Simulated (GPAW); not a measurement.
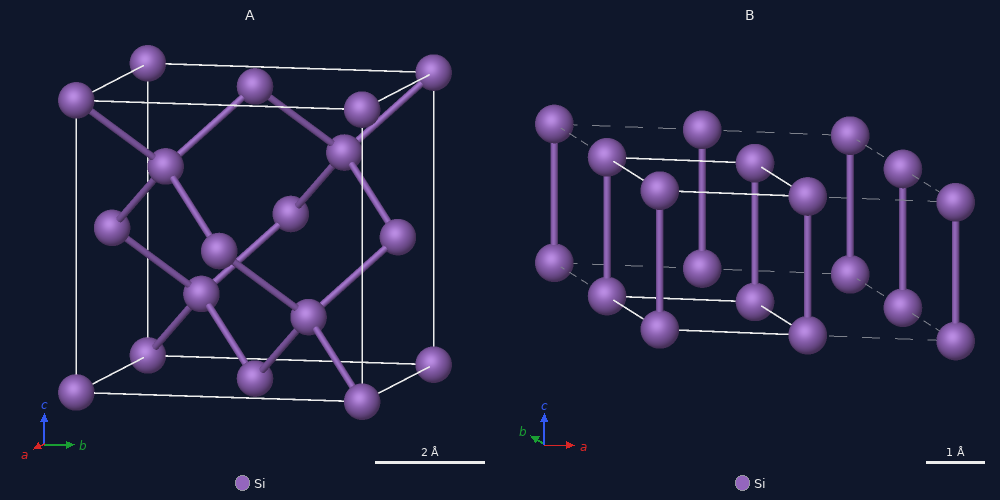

Two structures of Si, each relaxed (cell and atoms) at zero pressure; conventional cells in solid outline, small ones repeated, each panel with its own scale. Alike in all runs: GPAW 26.7.0; functional PBEsol; potentials PAW data sets generated in the run's folder for this functional; cutoff 600 eV; occupations fermi-dirac, width 0.05 eV; no spin polarisation; no spin-orbit coupling. The k meshes have like spacings.

> Name the structure in each panel.

A: diamond, Fd-3m; B: simple hexagonal, P6/mmm.

> Rank them by energy, lowest first.

A, then B (+190 meV/atom), static energies at zero smearing.

> Could pressure favour another of these structures?

B is denser (14.8 against 20.1 Å³/atom), so pressure favours it. Setting PΔV equal to ΔE at fixed volumes gives a first estimate of 5.7 GPa for the crossing; compression of both forms, other phases and heat would move it.

> Collect the results in a table.

| panel | space group | E − E(lowest) (meV/atom) | volume (Å³/atom) | gap (eV) |
| --- | --- | --- | --- | --- |
| A | Fd-3m | 0 | 20.1 | 0.52 |
| B | P6/mmm | 190 | 14.8 | metal |

The starts are database entries or structure types tried for this composition, and the most stable form need not be among them. Gaps are the least found on the k-mesh, which misses some points of high symmetry; where the band edges lie there, the true gap is smaller, at times by an eV.

Caveat: later steps reuse the first step's grids; semilocal functionals give gaps below the measured ones.
